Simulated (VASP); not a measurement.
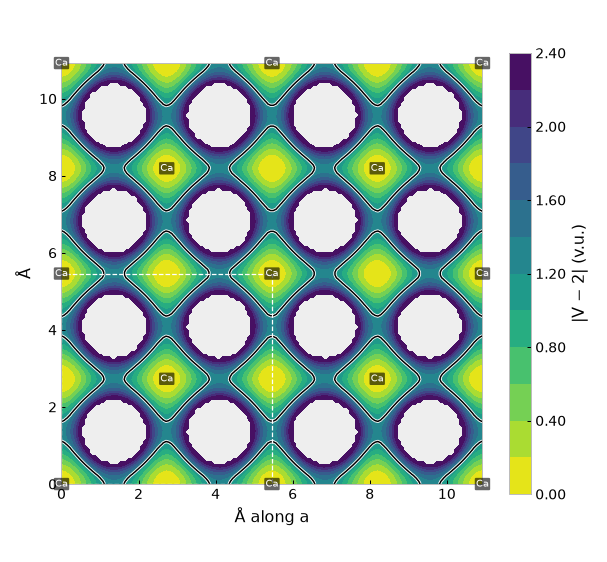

Bond-valence mismatch |V − 2| for Ca2+ in CaF₂ (Fm-3m, No. 225) on the section y = 0.000 (parallel to a and c; the dashed line is one cell); the black line is the 1.2 v.u. contour, and values above the scale's top are cut off.

At each point the valence sum V of a Ca2+ ion is computed from the anions within 5 Å (s = exp((R0 − d)/b), R0 fitted to published crystal structures with b = 0.37 Å; R0: Ca2+–F 1.845 Å). The other Ca2+ ions are ignored. This is an empirical screen for pathways, not an energy calculation.

The cell is taken from an entry of the Crystallography Open Database, as set up for an electronic-structure calculation.

```xyz
12
Lattice="5.4620 0.0000 0.0000 0.0000 5.4620 0.0000 0.0000 0.0000 5.4620" Properties=species:S:1:pos:R:3 pbc="T T T"
Ca    0.0000    0.0000    0.0000
F     1.3655    1.3655    4.0965
F     1.3655    4.0965    4.0965
Ca    0.0000    2.7310    2.7310
F     1.3655    4.0965    1.3655
F     1.3655    1.3655    1.3655
Ca    2.7310    0.0000    2.7310
F     4.0965    1.3655    1.3655
F     4.0965    4.0965    1.3655
Ca    2.7310    2.7310    0.0000
F     4.0965    4.0965    4.0965
F     4.0965    1.3655    4.0965
```

In the whole crystal, how are the regions below 1.2 v.u. connected (counting the regions that come within 0.6 Å of a Ca site)?

No path at this level: the regions are isolated pockets that do not connect across cells.

At which mismatch do paths open?

From a mismatch of about 1.30 v.u. the regions form a three-dimensional network. These are grid estimates, good to about 0.1 v.u.

What is the valence sum at the Ca sites themselves?

1.98 v.u., against the formal 2.
